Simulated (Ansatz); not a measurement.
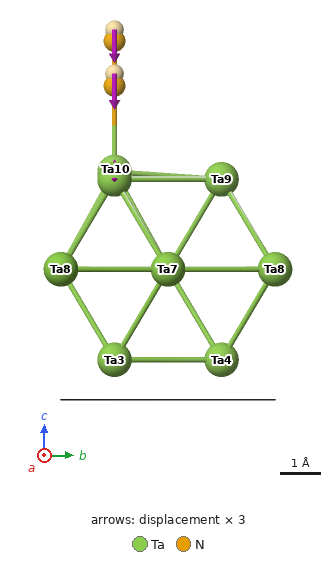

This is a constrained relaxation of a slab of composition Ta6N (cut from the Im-3m phase). The starting structure is drawn faded, the final one solid; purple arrows show the displacements, 3 times their true length.

The picture is a ball-and-stick view of the cell of the calculation, outlined in the plane, without the vacuum, seen along the a axis.

Case: N2 put at a top Ta site. The slab is the (1 1 0) face of Ta with N2 on it. 4 atoms are held fixed.

All numbers below come from Ansatz 0.2.0, DFT PBE+D3(BJ), scalar-relativistic, plane waves, PAW. Settings: plane-wave cutoff 420 eV; k-point mesh 6 × 6 × 1; occupations gaussian; smearing width 0.1 eV; no spin polarisation; dipole correction; atoms relaxed in a fixed cell; force threshold 0.03 eV/Å; at most 70 steps.

### Atoms of which element are displaced furthest, and by how much?

Nitrogen: up to 0.30 Å, against 0.16 Å for tantalum.

### Describe the change and its energy.

After 4 accepted moves (6 points after the start) the energy has fallen by 0.350 eV per cell of the calculation. Largest force component: 1.9 eV/Å at the start, 0.013 eV/Å at the end. The line search rejected the trial step at point 2 of the run. 1 step only repeated the SCF at the same geometry. The atom that moves furthest is an N atom (0.30 Å along the normal (−c)). By element the largest moves are N 0.30 Å, Ta 0.16 Å. The lattice vectors keep their values. Near-neighbour distances that change, for instance: N–Ta 2.620 → 2.159 Å, Ta–Ta 2.804 → 2.942 Å, Ta–Ta 3.250 → 3.369 Å, N–N 1.100 → 1.123 Å. Among the angles between lasting bonds that change: Ta–Ta–Ta 180.0° → 172.4°, Ta–Ta–Ta 109.8° → 113.2°, Ta–Ta–Ta 70.2° → 73.4°.

Limits of the set-up: the periodic images lie only 5.7 Å apart, so the values are limited by the cell's size.
